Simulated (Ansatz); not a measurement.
Geometry relaxation of Al (part 1 of 2)

The run: geometry relaxation of Al (4 atoms in the cell). Method and program: DFT PBE, scalar-relativistic, plane waves, PAW, PAW set soft_1, no spin polarisation (Ansatz 0.2.0).

The structure derives from a Materials Project entry. Figures and captions count atoms from 1; the log counts them from 0 in places.

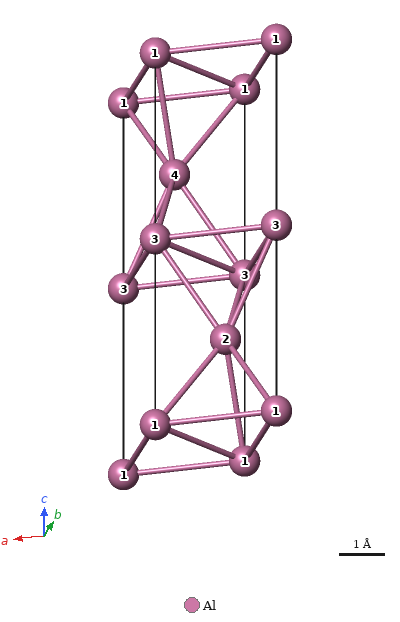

Fig. 1: The input geometry (ball-and-stick view of the cell of the calculation, seen at an oblique angle; atoms are numbered from 1 in the order of the input). Near neighbours in the crystal (not all of them lie inside the picture): Al has 12 Al at 2.82 to 2.83 Å.

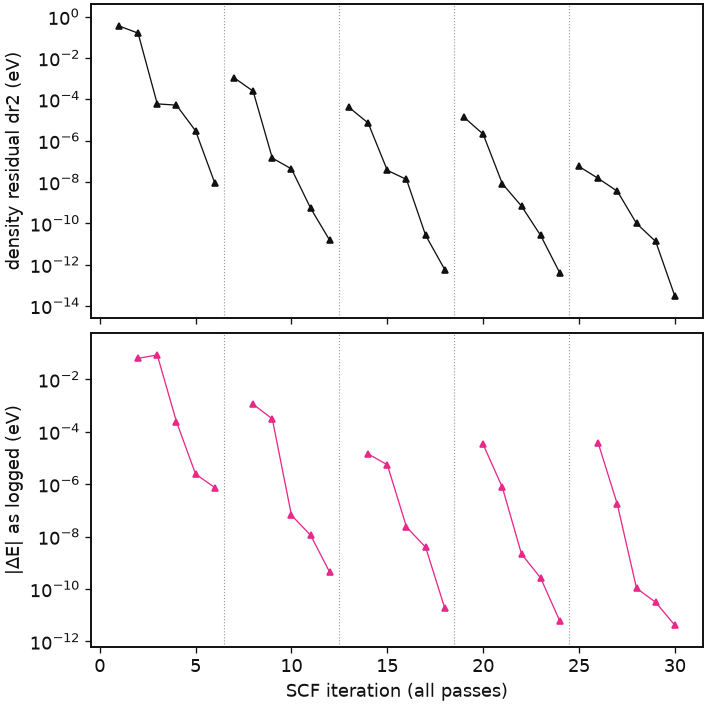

Fig. 2: Convergence of the self-consistent field: density residual dr2 and size of the energy change against the SCF iteration. The dotted lines part the SCF passes of the relaxation: geometry steps, rejected trials and re-solves on a re-selected basis. The 5 passes take 6 iterations each, 30 in all.

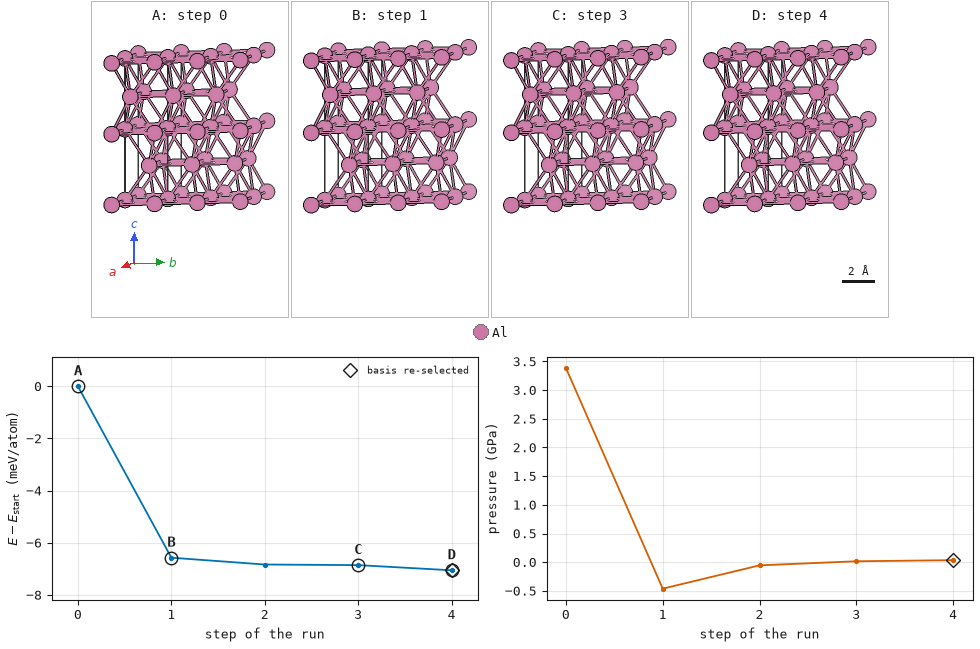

Fig. 3: Frames of the relaxation (ball-and-stick view of the cell of the calculation, repeated 2 × 3 × 1, seen slightly off an axis) above the curves, on which the letters mark them (the first geometry is step 0 here and step 1 in the log).

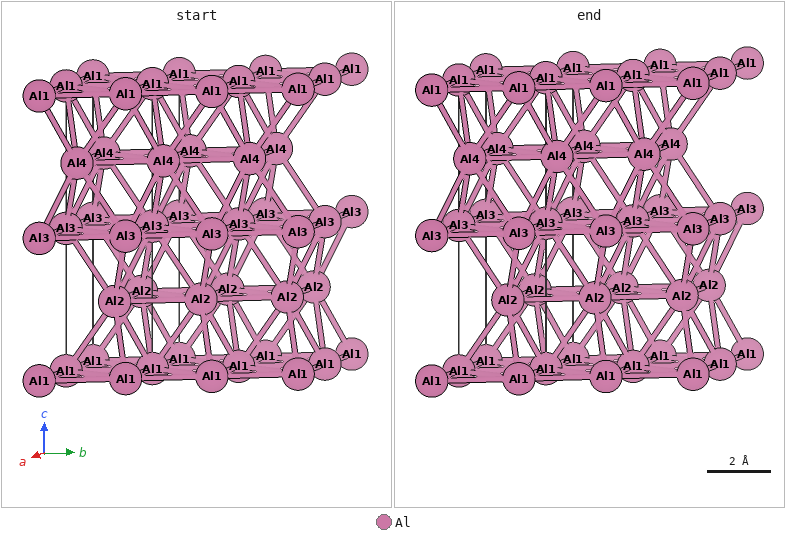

Fig. 4: Before (left) and after (right) the relaxation, at one scale (ball-and-stick view of the cell of the calculation, repeated 2 × 3 × 1, seen slightly off an axis). No atom moves by more than 0.005 Å relative to the cell. Cell: a = b 2.827 → 2.854 Å (+0.9 %), c 9.186 → 9.381 Å (+2.1 %). Volume +4.0 %. Distances before and after: Al1–Al2 2.817 → 2.866 Å, Al1–Al1 2.827 → 2.854 Å. The space group stays P6_3/mmc (No. 194). The energy falls by 6.9 meV per atom in 3 geometry steps. All forces vanish by symmetry, so only the cell relaxes. Pressure: 3.39 GPa at the start and 0.03 GPa at the end. A last SCF at the same geometry on a re-selected plane-wave basis shifts the energy by −0.2 meV per atom. (Atoms are counted from 1 in the order of the input.)

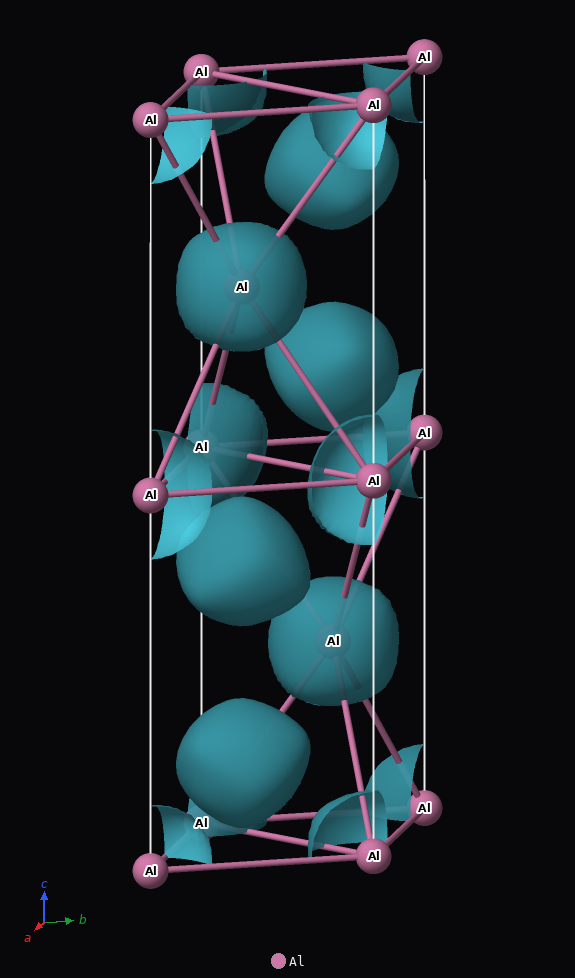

Fig. 5: Isosurface of the electron localisation function at 0.45 (cyan), seen slightly off an axis. Core shells and regions of very low density are left out. Sticks mark near contacts. The outline is the cell set on symmetry axes. Values along the shortest contacts: Al–Al (2.85 Å): the ELF peaks at about 0.65 between the atoms. In a PAW calculation such maps are meaningful between the atoms, not at the nuclei.

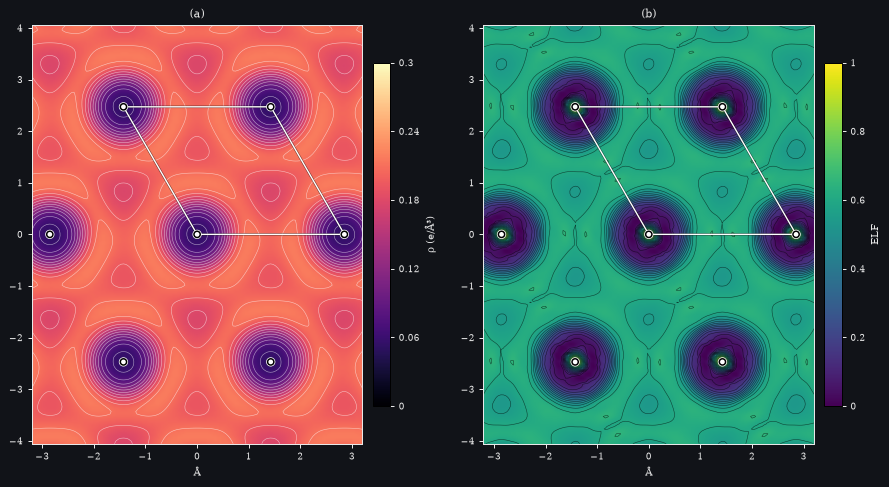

Fig. 6: (a) valence charge density (pseudo); (b) ELF on the (001) plane of the conventional cell. Circles mark the nuclei in the plane (Al). The section cuts through Al sites. Al–Al (2.85 Å): the density is about 0.2 e/Å³ at the midpoint; the ELF peaks at about 0.65 between the atoms. Away from the nuclei the density in this plane falls to 0.18 e/Å³ at its lowest.

The input that produced these results follows, with the program's output.

Input
```yaml
crystal:
  lattice:
    - [2.8270770242, 0.0, 0.0]
    - [-1.4135385121, 2.4483205214, 0.0]
    - [0.0, 0.0, 9.18599307]
  atoms:
    - { symbol: Al, position: [0.0, 0.0, 0.0] }
    - { symbol: Al, position: [0.33333333, 0.66666667, 0.25] }
    - { symbol: Al, position: [0.0, 0.0, 0.5] }
    - { symbol: Al, position: [0.66666667, 0.33333333, 0.75] }
basis:
  ecutwfc: 420
kpoints:
  mp_grid: { grid: [18, 18, 6] }
hamiltonian:
  xc: pbe
  pseudopotentials: { kind: paw, azcp: { folder: soft_1 } }
scf:
  occupations: { method: gaussian, width: 0.1 }
output:
  forces: true
  stress: true
  eigenvalues: true
  write_density: true
  write_potential: true
  elf: true
  volumetric_format: npy
relax:
  adjacent_minimum: "off"
  f_tol: 0.005
  max_steps: 80
  cell: { stress_tol: 0.05 }
```

Run as:
```bash
ansatz run input.yaml --threads 1 --pin off --max-ram 3072MiB --backend cpu --events-out ev --progress --plain --runs-dir out
```

Output
```
Engine: ansatz 0.2.0, x86_64-unknown-linux-gnu
Pseudopotentials: kind: paw
Pseudopotential: Al, paw, valence charge 3, recommended cutoff 420 eV (normal), [file]
Functional definition: PBE
  parameter kappa = 0.804
  parameter beta = 0.06672455060314922
  exchange = pbe_x(kappa = kappa, mu = beta*pi^2/3)
  correlation = pbe_c(beta = beta)
Crystal: 4 atoms, lattice volume = 63.582 Å³
Basis set: ecut = 420 eV, 1255 PW (Γ), exchange–correlation on 40×40×128 points (8 copies of the dense FFT grid, shifted against one another)
Bands: 10, of which v1, the nominal top of the filled ones, is band 6 counted from 1 (5 counted from 0)
Symmetry: 24 space group operations
Space group: P63/mmc (ITA 194), of the structure as read, at distance tolerance 4.0e-5 Å
k-points: 148 of 1944
Non-local potential: Al, projectors of the file, l = 0: 2, l = 1: 2, l = 2: 1
PAW form: soft (Blöchl's): semilocal exchange-correlation on the pseudo side does not see the compensation charge
PAW one-centre angular grid: Al, 110 points (default); XC on 64 Gauss nodes
Initial density: superposition of atomic densities (chi_scale 0.1, normalization cell)
Initial wavefunctions: pseudopotential atomic-orbital guess
Functional: x = pbe(κ = 0.804, μ = 0.2195149727645171), c = pbe(β = 0.06672455060314922)
SCF iter   1: F=—  HF=-2150.086860 eV  |F-HF|=—  |Δ(HF+E_count)|=         —  Δρ=2.31e-2  dr2=3.59e-1  ethr=3.10e-3  ⟨swp⟩=6.9  Hψ=12036  notcnv=0
preconditioner: auto → none  [metal: Δε(μ)=0.005 eV  Ē_g=7.524 eV  σ=0.100 eV  W_gap=0.03  n_scr=6 (ndim 8)  ℏωp=16.1 eV  f_vac=0.000  D(μ)=1.57/eV (n_scr^D=6)  sad-step TF]
SCF iter   2: F=—  HF=-2150.024093 eV  |F-HF|=—  |Δ(HF+E_count)|=   6.28e-2  Δρ=1.53e-2  dr2=1.59e-1  ethr=2.99e-3  ⟨swp⟩=1.0  Hψ=2667  notcnv=0  defer=3
SCF iter   3: F=—  HF=-2149.939545 eV  |F-HF|=—  |Δ(HF+E_count)|=   8.45e-2  Δρ=3.12e-4  dr2=6.01e-5  ethr=1.32e-3  ⟨swp⟩=6.6  Hψ=16553  notcnv=0  defer=25
automatic band count: the SCF goes on with 14 bands, as 10 were too few: the levels above may hold too much charge
SCF iter   4: F=—  HF=-2149.939303 eV  |F-HF|=—  |Δ(HF+E_count)|=   2.42e-4  Δρ=1.70e-4  dr2=5.23e-5  ethr=5.01e-7  ⟨swp⟩=2.0  Hψ=4151  notcnv=0  defer=27
SCF iter   5: F=—  HF=-2149.939300 eV  |F-HF|=—  |Δ(HF+E_count)|=   2.40e-6  Δρ=5.09e-5  dr2=2.97e-6  ethr=4.36e-7  ⟨swp⟩=2.1  Hψ=2336  notcnv=0  defer=27
SCF iter   6: F=-2149.939300 eV  HF=-2149.939300 eV  |F-HF|=2.15e-9  |Δ(HF+E_count)|=   7.38e-7  Δρ=4.93e-6  dr2=8.91e-9  ethr=8.33e-10  ⟨swp⟩=8.4  Hψ=12913  notcnv=0
SCF 1 converged in 6 iterations: F = -2149.939300 eV  dr2 = 8.91e-9
  greatest PAW one-centre occupation: 0.452 electrons in one spin orbital (limit 2), on the Al atom at site 2 (counted from 0), in its partial waves of l = 0
relax step   1: F+E_penalty+E_count = -2149.93929953 eV  Δ(F+E_penalty+E_count) = +0.000e0 eV  max|allowed force component| = 6.187e-17 eV/Å  Δτ_max = 0.0000 Å  P = +3.388 GPa  Ω = 63.582 Å³  (6 SCF iters, dr2 threshold 1.00e-7 eV, accepted)
Crystal: 4 atoms, lattice volume = 66.561 Å³
Basis set: ecut = 420 eV, 1315 PW (Γ), exchange–correlation on 40×40×128 points (8 copies of the dense FFT grid, shifted against one another)
Bands: 14, of which v1, the nominal top of the filled ones, is band 6 counted from 1 (5 counted from 0)
Initial density: handed on by an earlier stage of this run
Initial wavefunctions: those handed on with the density
iter 1 solved again at ethr=9.26e-6 eV; its pass at ethr=3.10e-3 eV (dr2=1.11e-3 eV) is discarded
SCF iter   1: F=—  HF=-2149.967006 eV  |F-HF|=—  |Δ(HF+E_count)|=         —  Δρ=1.24e-3  dr2=1.12e-3  ethr=9.26e-6  ⟨swp⟩=1.3  Hψ=15505  notcnv=0
preconditioner: auto → none  [metal: Δε(μ)=0.031 eV  Ē_g=8.856 eV  σ=0.100 eV  W_gap=0.17  n_scr=6 (ndim 8)  ℏωp=15.8 eV  f_vac=0.000  D(μ)=1.49/eV (n_scr^D=4)]
SCF iter   2: F=—  HF=-2149.965894 eV  |F-HF|=—  |Δ(HF+E_count)|=   1.11e-3  Δρ=5.91e-4  dr2=2.48e-4  ethr=9.26e-6  ⟨swp⟩=1.0  Hψ=2072  notcnv=0
SCF iter   3: F=—  HF=-2149.965585 eV  |F-HF|=—  |Δ(HF+E_count)|=   3.08e-4  Δρ=1.40e-5  dr2=1.44e-7  ethr=2.06e-6  ⟨swp⟩=1.0  Hψ=2072  notcnv=0
iter 4 did not close the SCF: its close was put off for the readings that it lacked (scf_convergence_deferred on its scf_iter line)
SCF iter   4: F=-2149.965585 eV  HF=-2149.965585 eV  |F-HF|=3.52e-8  |Δ(HF+E_count)|=   6.49e-8  Δρ=3.94e-6  dr2=4.30e-8  ethr=1.20e-9  ⟨swp⟩=2.0  Hψ=2963  notcnv=0
iter 5 did not close the SCF: its close was put off for the readings that it lacked (scf_convergence_deferred on its scf_iter line)
SCF iter   5: F=-2149.965585 eV  HF=-2149.965585 eV  |F-HF|=3.19e-10  |Δ(HF+E_count)|=   1.12e-8  Δρ=1.06e-6  dr2=5.38e-10  ethr=3.58e-10  ⟨swp⟩=2.0  Hψ=2585  notcnv=0
SCF iter   6: F=-2149.965585 eV  HF=-2149.965585 eV  |F-HF|=2.09e-11  |Δ(HF+E_count)|=  4.26e-10  Δρ=2.20e-7  dr2=1.48e-11  ethr=4.48e-12  ⟨swp⟩=4.1  Hψ=7941  notcnv=0
SCF 2 converged in 6 iterations: F = -2149.965585 eV  dr2 = 1.48e-11
relax step   2: F+E_penalty+E_count = -2149.96558513 eV  Δ(F+E_penalty+E_count) = -2.629e-2 eV  max|allowed force component| = 3.643e-17 eV/Å  Δτ_max = 0.0000 Å  P = -0.462 GPa  Ω = 66.561 Å³  energy of the carried Pulay correction = -7.183e-4 eV  (6 SCF iters, dr2 threshold 4.00e-7 eV, accepted)
```
